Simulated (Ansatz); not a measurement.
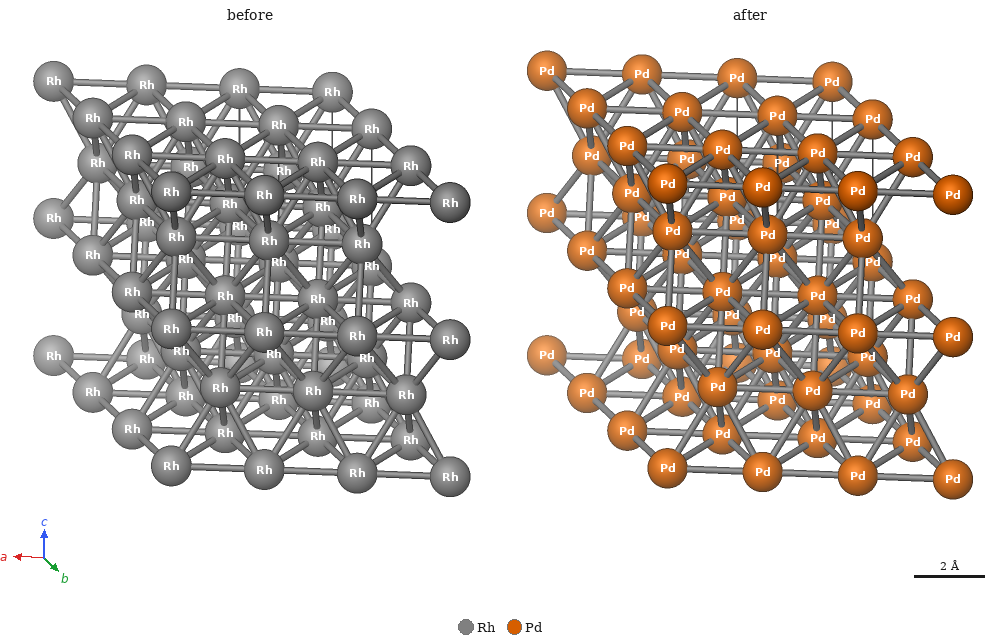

Left: crystalline Rh (set up in P6_3/mmc). Right: the same structure after one change, at the same scale. A ball-and-stick model of the cell of the calculation, repeated 3 × 3 × 1 with one cell outlined, seen from a free direction.

These are results of DFT r2SCAN, scalar-relativistic, plane waves, PAW in Ansatz 0.2.0, not measurements. Set-up: plane-wave cutoff 500 eV; k-point mesh 18 × 18 × 6; occupations gaussian; smearing width 0.1 eV; no spin polarisation.

What was changed?

Every rhodium atom is replaced by palladium, which gives Pd. Cell and atoms are relaxed again (to zero pressure within 0.1 GPa, forces under 0.01 eV/Å).

What does the change do?

The volume per atom goes from 13.74 to 14.95 Å³. Cell: a = b 2.689 → 2.753 Å (+2.4 %), c 8.777 → 9.109 Å (+3.8 %). Volume +8.8 %. The space group stays P6_3/mmc (No. 194).
